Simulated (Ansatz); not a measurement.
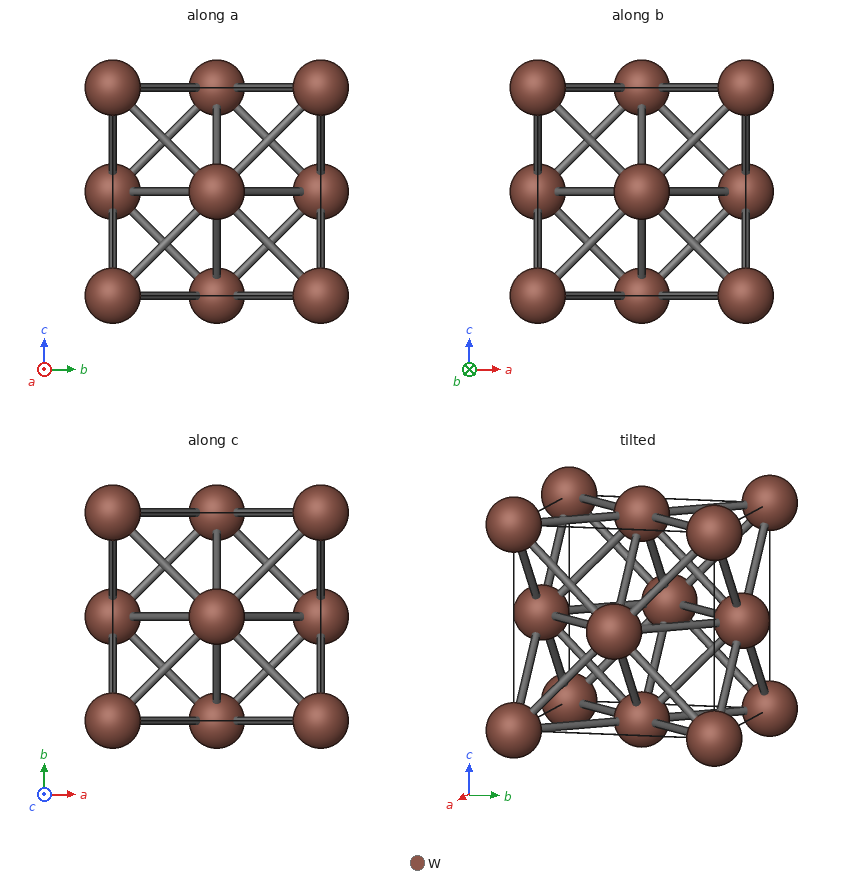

Shown here is a ball-and-stick view of the crystal, taken along the a axis, along the b axis, along the c axis and slightly off an axis. The parallelepiped is the conventional unit cell.

Lattice parameters: a = 4.0139 Å, b = 4.0139 Å, c = 4.0139 Å, α = 90.000°, β = 90.000°, γ = 90.000°.

### Convert the drawing into a CIF in P1 with every atom of the cell.

```cif
data_structure
_symmetry_space_group_name_H-M 'P 1'
_symmetry_Int_Tables_number 1
_cell_length_a 4.0139
_cell_length_b 4.0139
_cell_length_c 4.0139
_cell_angle_alpha 90.000
_cell_angle_beta 90.000
_cell_angle_gamma 90.000
_cell_volume 64.67
loop_
_atom_site_label
_atom_site_type_symbol
_atom_site_fract_x
_atom_site_fract_y
_atom_site_fract_z
_atom_site_occupancy
W1 W 0.0000 0.0000 0.0000 1
W2 W 0.0000 0.5000 0.5000 1
W3 W 0.5000 0.0000 0.5000 1
W4 W 0.5000 0.5000 0.0000 1
```

The cell started as a structure type filled with this element by a generator (whether the element takes this form wasn't checked). The cell was then strained or its atoms displaced on purpose. An electronic-structure calculation with Ansatz was run on it.
